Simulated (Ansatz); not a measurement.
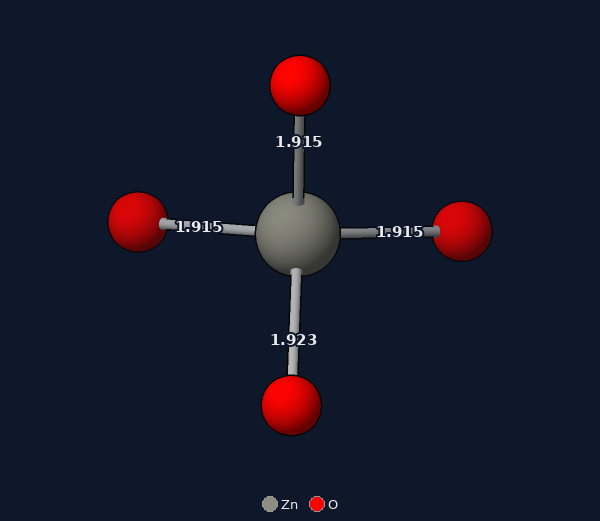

The surroundings of site Zn1 (at 0.333, 0.667, 0.810) in ZnO (P6_3mc), with bond lengths in Å.

Source of the atomic positions: coordinates from a relaxation at fixed volume with DFT PBE, scalar-relativistic, plane waves, PAW (Ansatz 0.2.0); the starting structure was generated, so it need not be a known form of this composition.

```yaml
crystal:
  lattice:
    - [3.14309, 0.00000, 0.00000]
    - [-1.57154, 2.72200, 0.00000]
    - [0.00000, 0.00000, 5.07151]
  atoms:
    - { symbol: Zn, position: [0.33333, 0.66667, 0.81045] }
    - { symbol: Zn, position: [0.66667, 0.33333, 0.31045] }
    - { symbol: O, position: [0.66667, 0.33333, 0.68956] }
    - { symbol: O, position: [0.33333, 0.66667, 0.18956] }
```

Bond valence s = exp((R0 − d)/b), R0 fitted to published crystal structures with b = 0.37 Å; R0 in Å: Zn2+–O 1.689.

**Calculate the bond-valence sum of Zn1 from the bonds drawn.**

3 × 0.543 + 1 × 0.531 = 2.16 v.u., against a formal valence of 2: overbonded (bonds short for this ion) by 0.16.

**And over the whole structure?**

```csv
site,"x, y, z",formal valence,bond-valence sum,difference
Zn1,"0.333, 0.667, 0.810",+2,2.22,0.22
O1,"0.667, 0.333, 0.690",−2,2.22,0.22
```

These sums include all anions within 5 Å. The global instability index (root mean square of the differences over all atoms) is 0.22 v.u.: above 0.2, which by the usual rule of thumb marks a strained structure. Cells relaxed with PBE tend to have slightly long bonds, which lowers the sums.
